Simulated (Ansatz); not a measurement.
## Electronic structure of P in real space

```yaml
crystal:
  lattice:
    - [0.00000, 0.00000, 4.55777]
    - [0.00000, 22.57087, 0.00000]
    - [-3.31043, 0.00000, 0.00000]
  atoms:
    - { symbol: P, position: [0.16372, 0.57796, 0.00000] }
    - { symbol: P, position: [0.66372, 0.07796, 0.50000] }
    - { symbol: P, position: [0.66372, 0.32796, 0.00000] }
    - { symbol: P, position: [0.16372, 0.82796, 0.50000] }
    - { symbol: P, position: [0.83628, 0.82796, 0.00000] }
    - { symbol: P, position: [0.33628, 0.32796, 0.50000] }
    - { symbol: P, position: [0.33628, 0.07796, 0.00000] }
    - { symbol: P, position: [0.83628, 0.57796, 0.50000] }
    - { symbol: P, position: [0.33628, 0.67204, 0.00000] }
    - { symbol: P, position: [0.83628, 0.17204, 0.50000] }
    - { symbol: P, position: [0.83628, 0.42204, 0.00000] }
    - { symbol: P, position: [0.33628, 0.92204, 0.50000] }
    - { symbol: P, position: [0.66372, 0.92204, 0.00000] }
    - { symbol: P, position: [0.16372, 0.42204, 0.50000] }
    - { symbol: P, position: [0.16372, 0.17204, 0.00000] }
    - { symbol: P, position: [0.66372, 0.67204, 0.50000] }
```

Space group Ibam.

All numbers below come from DFT PBE, scalar-relativistic, plane waves, PAW in Ansatz.

The density is the valence pseudo-density of a PAW calculation; it isn't the true density close to the nuclei.

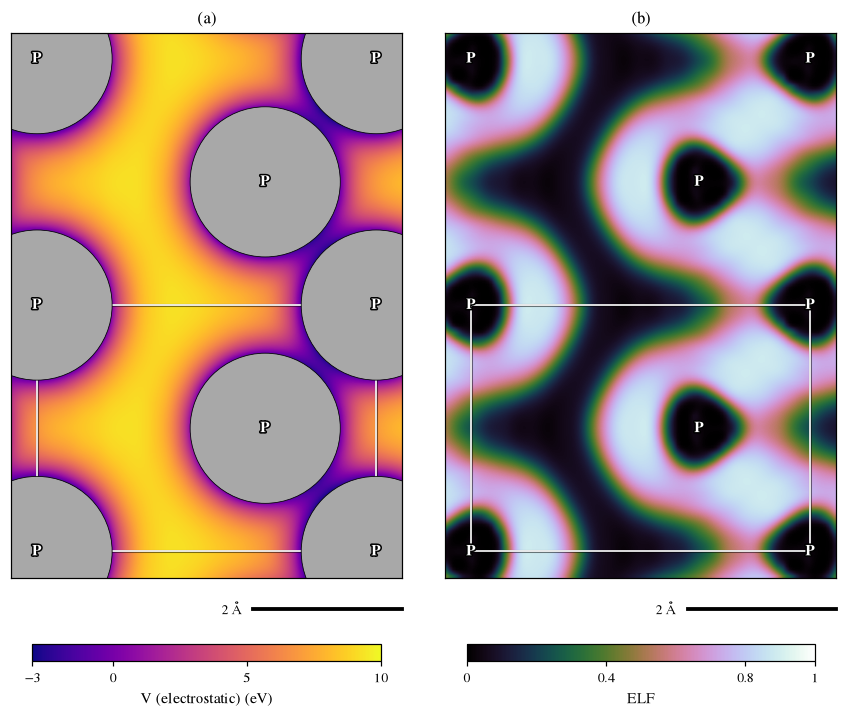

Figure 1. (a) electrostatic potential (local pseudopotential plus Hartree) felt by an electron; (b) electron localisation function on the (010) plane of the conventional cell. Grey discs cover the atomic cores in the potential map.

What do the fields say about this system?

Atoms in the plane: P.
P–P (2.23 Å): the ELF peaks at about 0.90 between the atoms.
The ELF also peaks beside P, away from the bonds: lone-pair regions.
Outside the cores the potential energy rises away from the atoms and is highest about 1.9 Å from the nearest atoms; its zero is arbitrary.

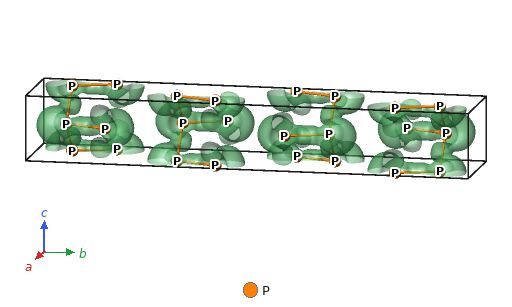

Figure 2. Isosurface of the electron localisation function at 0.75 (green), seen slightly off an axis. Core shells and regions of very low density are left out. Sticks mark near contacts.

Identify the bonds, lone pairs and shells in this picture.

The ELF exceeds this value in sheets that run through the cell in two directions, counted in one cell of 16 atoms. Any copies at cell faces, edges or corners count once. There are no localised bonds or lone pairs at this value.

Does the calculation make it a metal, or give it a gap?

It is metallic or semimetallic at this level of theory: no gap opens.
